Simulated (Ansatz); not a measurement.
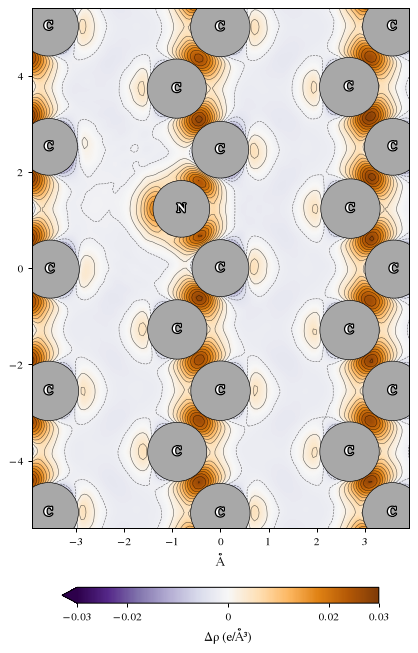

C$_{61}$N$_{2}$ (cell charge −1, with a compensating background) (cell with a defect). Difference of the valence pseudo-densities of two functionals at the same geometry, on the (110) plane of the calculation cell: one of PBE and r2SCAN less the other.

Both computed with Ansatz (plane waves, PAW), on the same k-point mesh. Grey discs cover the atomic cores.

Question: Which was subtracted from which, and what does the map show?

Answer: It is r2SCAN less PBE. Against PBE, r2SCAN gives more density around N (+0.011 e/Å³ on average at 0.8 Å from the nucleus), more density around C (+0.007 e/Å³ on average at 0.8 Å from the nucleus), less density in the space between the atoms (−0.002 e/Å³ on average) and a change of +0.024 e/Å³ at the midpoint of C–N and +0.028 e/Å³ at the midpoint of C–C.

PAW datasets: the set soft_1.
